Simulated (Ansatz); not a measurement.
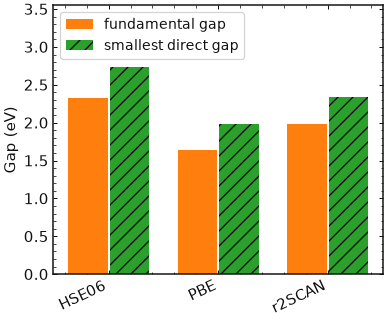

Gaps of BaTe, space group Immm, 2 atoms in the cell, rocksalt type, shear (xy) strain −1.0%, at several levels of theory on one cell (Ansatz, plane waves and PAW; edges over the mesh and the special points).

**How does the gap depend on the level, and does its kind change?**

In rising order: PBE 1.64 eV, r2SCAN 1.99 eV and HSE06 2.33 eV. It is indirect at every level.
